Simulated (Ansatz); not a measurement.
## What a change does: single-point calculation on GdO

System: GdO (F-43m, 2 atoms in the cell).
Method of run A: Kohn-Sham DFT of a periodic cell, PBEsol, all-electron LAPW, scalar-relativistic, spin-polarised (Ansatz 0.2.0).

The structure derives from an entry of the Crystallography Open Database. Text and figures count atoms from 1; the logs count them from 0 in places.

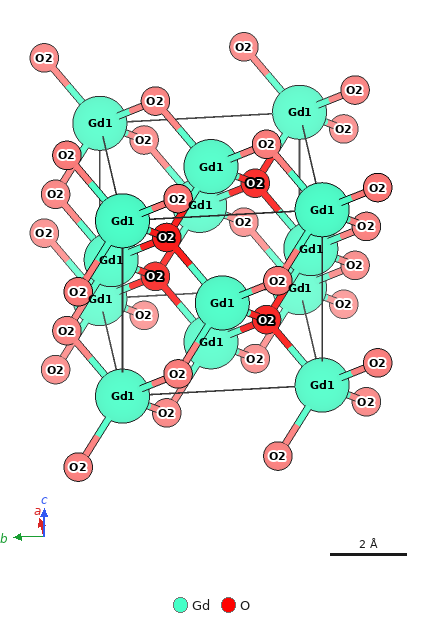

Fig. 1: The input geometry (ball-and-stick view of the cell 4 times as large as that of the calculation, set on its symmetry axes, seen at an oblique angle; neighbours outside the cell are drawn fainter; atoms are numbered from 1 in the order of the input).

Input, run A:
```yaml
crystal:
  lattice:
    - [0.0, 2.6635090403, 2.6635090403]
    - [2.6635090403, 0.0, 2.6635090403]
    - [2.6635090403, 2.6635090403, 0.0]
  atoms:
    - { symbol: Gd, position: [0.0, 0.0, 0.0], spin: 7.0 }
    - { symbol: O, position: [0.75, 0.75, 0.75] }
kpoints:
  mp_grid: { grid: [9, 9, 9] }
scf:
  occupations: { method: fermi_dirac, width: 0.05 }
hamiltonian:
  xc: pbesol
  pseudopotentials: { kind: all_electron, lapw: { basis_error: 0.0005 } }
magnetization:
  spin_polarized: true
output:
  forces: true
  stress: true
  eigenvalues: true
```

Launched with:
```bash
ansatz run input.yaml --threads 2 --pin off --max-ram 6144MiB --backend cpu --events-out ev --progress --plain --runs-dir out
```

Hardware: 2 threads of Arm Neoverse V1, 24 GiB of memory available, shared host.

Output, shortened to warnings, some set-up lines, iterations and results (run A):
```
Basis set: ecut = 364.8751194363402 eV, 609 PW (Γ), exchange–correlation at level 2
Symmetry: 24 space group operations
k-points: 35 of 729 (time reversal used)
Initial density: superposition of atomic densities (chi_scale 0.1, normalization cell, long waves kept (reshape's long-wave potential 0.00 eV rms))
[...]
SCF iter   1: F=—  HF=-308635.414057 eV  |F-HF|=—  |Δ(HF+E_count)|=         —  Δρ=4.37e-2 (↑4.06e-2 ↓4.37e-2)  dr2=3.93e0  dr2_m=1.42e-2  M=7.388 μB ∫|m|=7.389 μB  β_m=0.30  …
SCF iter   2: F=—  HF=-308633.782492 eV  |F-HF|=—  |Δ(HF+E_count)|=    1.63e0  Δρ=2.23e-2 (↑1.91e-2 ↓2.23e-2)  dr2=1.06e0  dr2_m=6.45e-3  M=7.348 μB ∫|m|=7.380 μB  β_m=0.35  …
SCF iter   3: F=—  HF=-308633.701313 eV  |F-HF|=—  |Δ(HF+E_count)|=   8.12e-2  Δρ=1.44e-2 (↑1.21e-2 ↓1.44e-2)  dr2=4.51e-1  dr2_m=3.79e-3  M=7.386 μB ∫|m|=7.427 μB  β_m=0.67  …
SCF iter   4: F=—  HF=-308633.757901 eV  |F-HF|=—  |Δ(HF+E_count)|=         —  Δρ=4.00e-3 (↑2.80e-3 ↓4.00e-3)  dr2=2.40e-2  dr2_m=4.93e-4  M=7.465 μB ∫|m|=7.522 μB  β_m=0.84  …
SCF iter   5: F=—  HF=-308633.765433 eV  |F-HF|=—  |Δ(HF+E_count)|=   7.53e-3  Δρ=9.74e-4 (↑9.74e-4 ↓8.32e-4)  dr2=1.90e-3  dr2_m=1.24e-5  M=7.474 μB ∫|m|=7.533 μB  β_m=0.82  …
[... 7 lines ...]
SCF iter  13: F=—  HF=-308633.765773 eV  |F-HF|=—  |Δ(HF+E_count)|=   4.83e-7  Δρ=3.03e-6 (↑3.03e-6 ↓2.83e-6)  dr2=1.20e-8  dr2_m=1.04e-10  M=7.500 μB ∫|m|=7.555 μB  β_m=0.99 …
SCF iter  14: F=-308633.765773 eV  HF=-308633.765773 eV  |F-HF|=2.33e-10  |Δ(HF+E_count)|=   2.21e-9  Δρ=7.16e-7 (↑7.16e-7 ↓6.60e-7)  dr2=1.08e-9  dr2_m=3.92e-12  M=7.500 μB …
SCF iter  15: F=—  HF=-308633.765787 eV  |F-HF|=—  |Δ(HF+E_count)|=         —  Δρ=5.83e-7 (↑3.53e-7 ↓5.83e-7)  dr2=1.93e-10  dr2_m=5.49e-11  M=7.500 μB ∫|m|=7.555 μB  …
SCF iter  16: F=-308633.765787 eV  HF=-308633.765787 eV  |F-HF|=1.59e-8  |Δ(HF+E_count)|=   7.47e-8  Δρ=2.42e-6 (↑1.57e-6 ↓2.42e-6)  dr2=3.37e-9  dr2_m=9.30e-10  M=7.500 μB …
SCF 1 converged in 16 iterations: F = -308633.765787 eV  dr2 = 3.37e-9
SCF converged after 16 iterations
Magnetization: 7.4999 μB (25.7499 up, 18.2501 down)
Absolute magnetization: 7.5550 μB (∫|ρ↑−ρ↓|)
Spin contamination: 0.0270 ħ² per cell (⟨S²⟩ above its minimum at these occupations)
Per-site moments (μB) at R_I (Å): [(7.003846742296137, 1.3084416049210141), (-0.021659156161618398, 0.9982248528162865)]
Free energy (F): -308633.765787 eV
Harris-Foulkes:  -308633.765787 eV  (|F-HF|=1.59e-8)
Internal energy: -308633.749816 eV  (E = F + TS)
E sigma→0 (E₀):  -308633.757801 eV
Entropy (-TS):   -0.015971 eV (-7.986 meV/atom)
Fermi energy:    14.737238 eV
--- Per-component energies (eV) ---
  E_band       = -4422.309657
  E_kinetic    = 335272.244650
  E_xc         = -6926.978118
  E_electrostatic = -636979.016348  (all electrons and nuclei)
  E_smearing   = -0.015971  (= −TS)
  E_closure    = 0.000000  (closes the sum)
  E_atoms      = -308608.627909  (free atoms, spherical and without spin; not in F)
  Σ components = -308633.765787   (vs F -308633.765787, Δ=0.00e0)
  Basis errors (estimates in eV, not in F): energy 2.3e-4 per atom: plane waves 2.0e-4 (1.2e-4 summed), levels above the bands 2.5e-67, relativity 1.1e-7, radial functions 2.1e-5, core shells 1.7e-9; eigenvalues (radial functions only) 6.6e-6; not estimated: angular momenta, meshes, grids; target …
--- Forces (eV/Å), atoms counted from 1 ---
  atom   1  Gd    -0.00000000     0.00000000    -0.00000000
  atom   2  O      0.00000000    -0.00000000    -0.00000000
  max |Σ_I F_I| component: 7.40e-17 eV/Å
--- Stress (GPa, compression-positive) ---
       -0.772028       0.000000       0.000000
        0.000000      -0.772028      -0.000000
        0.000000      -0.000000      -0.772028
  P = ⅓ Tr σ = -0.7720 GPa (-7.720 kbar)
```

For run B the input was changed thus:
```diff
-    - [0.0, 2.6635090403, 2.6635090403]
-    - [2.6635090403, 0.0, 2.6635090403]
-    - [2.6635090403, 2.6635090403, 0.0]
+    - [0.0, 2.6448824935, 2.6448824935]
+    - [2.6448824935, 0.0, 2.6448824935]
+    - [2.6448824935, 2.6448824935, 0.0]
```

What does this change do to the results?

With the same functional and potentials, run B lies 0.7 meV per atom higher. The pressure goes from −0.77 to 1.42 GPa. The volume per atom goes from 18.90 to 18.50 Å³. The cell is scaled evenly with the atoms at fixed fractional positions, so −ΔP/Δ ln V estimates the bulk modulus midway between the two volumes: about 100 GPa. The number of SCF iterations is the same.

Output, shortened to warnings, some set-up lines, iterations and results (run B):
```
Basis set: ecut = 370.64768743436093 eV, 609 PW (Γ), exchange–correlation at level 2
Symmetry: 24 space group operations
k-points: 35 of 729 (time reversal used)
Initial density: superposition of atomic densities (chi_scale 0.1, normalization cell, long waves kept (reshape's long-wave potential 0.00 eV rms))
[...]
SCF iter   1: F=—  HF=-308635.411939 eV  |F-HF|=—  |Δ(HF+E_count)|=         —  Δρ=4.43e-2 (↑4.12e-2 ↓4.43e-2)  dr2=3.91e0  dr2_m=1.34e-2  M=7.373 μB ∫|m|=7.375 μB  β_m=0.30  …
SCF iter   2: F=—  HF=-308633.793596 eV  |F-HF|=—  |Δ(HF+E_count)|=    1.62e0  Δρ=2.26e-2 (↑1.94e-2 ↓2.26e-2)  dr2=1.06e0  dr2_m=5.58e-3  M=7.320 μB ∫|m|=7.355 μB  β_m=0.35  …
SCF iter   3: F=—  HF=-308633.705305 eV  |F-HF|=—  |Δ(HF+E_count)|=   8.83e-2  Δρ=1.45e-2 (↑1.21e-2 ↓1.45e-2)  dr2=4.44e-1  dr2_m=3.22e-3  M=7.351 μB ∫|m|=7.397 μB  β_m=0.67  …
SCF iter   4: F=—  HF=-308633.755660 eV  |F-HF|=—  |Δ(HF+E_count)|=         —  Δρ=4.01e-3 (↑2.76e-3 ↓4.01e-3)  dr2=2.23e-2  dr2_m=4.89e-4  M=7.436 μB ∫|m|=7.498 μB  β_m=0.84  …
SCF iter   5: F=—  HF=-308633.763693 eV  |F-HF|=—  |Δ(HF+E_count)|=   8.03e-3  Δρ=9.25e-4 (↑9.25e-4 ↓8.42e-4)  dr2=1.59e-3  dr2_m=7.30e-6  M=7.459 μB ∫|m|=7.520 μB  β_m=0.79  …
[... 7 lines ...]
SCF iter  13: F=—  HF=-308633.764296 eV  |F-HF|=—  |Δ(HF+E_count)|=   3.31e-7  Δρ=2.13e-6 (↑2.13e-6 ↓1.89e-6)  dr2=6.35e-9  dr2_m=2.55e-10  M=7.494 μB ∫|m|=7.551 μB  β_m=1.00 …
SCF iter  14: F=-308633.764296 eV  HF=-308633.764296 eV  |F-HF|=2.33e-9  |Δ(HF+E_count)|=   4.60e-9  Δρ=1.13e-6 (↑6.82e-7 ↓1.13e-6)  dr2=1.00e-9  dr2_m=1.60e-10  M=7.494 μB …
SCF iter  15: F=—  HF=-308633.764309 eV  |F-HF|=—  |Δ(HF+E_count)|=         —  Δρ=2.61e-7 (↑2.21e-7 ↓2.61e-7)  dr2=1.00e-10  dr2_m=3.09e-12  M=7.494 μB ∫|m|=7.551 μB  …
SCF iter  16: F=-308633.764309 eV  HF=-308633.764309 eV  |F-HF|=6.69e-9  |Δ(HF+E_count)|=   7.22e-8  Δρ=1.24e-6 (↑8.18e-7 ↓1.24e-6)  dr2=1.09e-9  dr2_m=2.07e-10  M=7.494 μB …
SCF 1 converged in 16 iterations: F = -308633.764309 eV  dr2 = 1.09e-9
SCF converged after 16 iterations
Magnetization: 7.4942 μB (25.7471 up, 18.2529 down)
Absolute magnetization: 7.5509 μB (∫|ρ↑−ρ↓|)
Spin contamination: 0.0289 ħ² per cell (⟨S²⟩ above its minimum at these occupations)
Per-site moments (μB) at R_I (Å): [(6.998938705664244, 1.2999449120567443), (-0.02239380092347787, 0.9905904832073484)]
Free energy (F): -308633.764309 eV
Harris-Foulkes:  -308633.764309 eV  (|F-HF|=6.69e-9)
Internal energy: -308633.748786 eV  (E = F + TS)
E sigma→0 (E₀):  -308633.756548 eV
Entropy (-TS):   -0.015523 eV (-7.761 meV/atom)
Fermi energy:    15.116900 eV
--- Per-component energies (eV) ---
  E_band       = -4405.736804
  E_kinetic    = 335273.777003
  E_xc         = -6927.324736
  E_electrostatic = -636980.201054  (all electrons and nuclei)
  E_smearing   = -0.015523  (= −TS)
  E_closure    = 0.000000  (closes the sum)
  E_atoms      = -308608.627909  (free atoms, spherical and without spin; not in F)
  Σ components = -308633.764309   (vs F -308633.764309, Δ=0.00e0)
  Basis errors (estimates in eV, not in F): energy 2.2e-4 per atom: plane waves 2.0e-4 (1.2e-4 summed), levels above the bands 2.2e-68, relativity 1.1e-7, radial functions 2.1e-5, core shells 1.9e-9; eigenvalues (radial functions only) 7.0e-6; not estimated: angular momenta, meshes, grids; target …
--- Forces (eV/Å), atoms counted from 1 ---
  atom   1  Gd    -0.00000000     0.00000000     0.00000000
  atom   2  O      0.00000000    -0.00000000     0.00000000
  max |Σ_I F_I| component: 9.25e-17 eV/Å
--- Stress (GPa, compression-positive) ---
        1.415932       0.000000      -0.000000
        0.000000       1.415932      -0.000000
       -0.000000      -0.000000       1.415932
  P = ⅓ Tr σ = 1.4159 GPa (14.159 kbar)
```

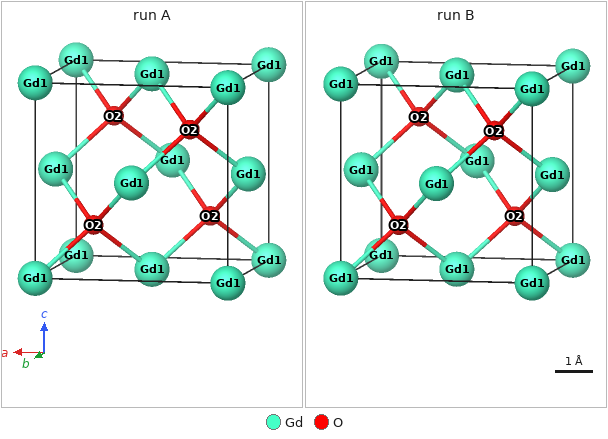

Fig. 2: The two input geometries at one scale (ball-and-stick view of the cell 4 times as large as that of the calculation, set on its symmetry axes, seen at an oblique angle). No atom moves by more than 0.005 Å relative to the cell. Cell: a = b = c 5.327 → 5.290 Å (−0.7 %). Volume −2.1 %. Among the contacts that change: Gd1–O2 2.307 → 2.291 Å.

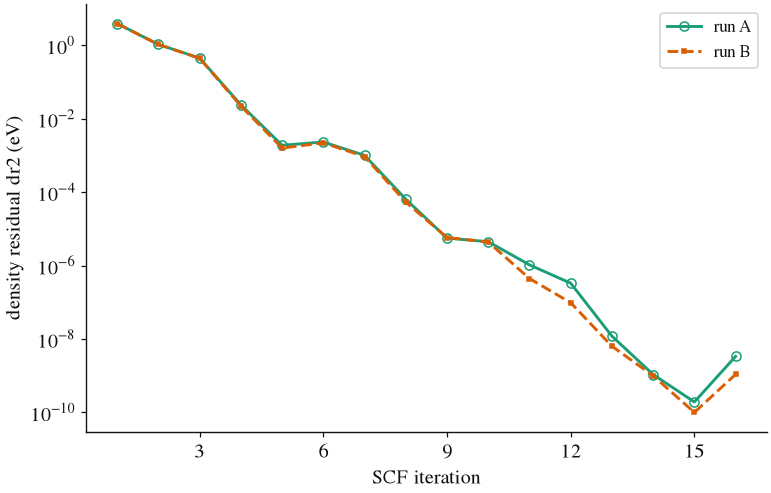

Fig. 3: Convergence of the two runs: density residual dr2 against the SCF iteration. Run A takes 16 iterations in all, and run B takes 16.

The two runs side by side:

```tsv
quantity	run A	run B
outcome	converged	converged
free energy per atom (eV)	−154316.8829	−154316.8822
energy per atom, smearing taken to zero (eV)	−154316.8789	−154316.8783
gap on the mesh (eV)	0.00	0.00
net moment of the cell (μB)	7.50	7.49
absolute moment of the cell (μB)	7.55	7.55
pressure (GPa)	−0.77	1.42
volume per atom (Å³)	18.90	18.50
largest force (eV/Å)	0.000	0.000
SCF iterations	16	16
irreducible k-points	35	35
plane waves at Γ	609	609
wall time (shared host)	40 s	41 s
```

For both runs: Points of doubt noted for this run: open f shell may end high.
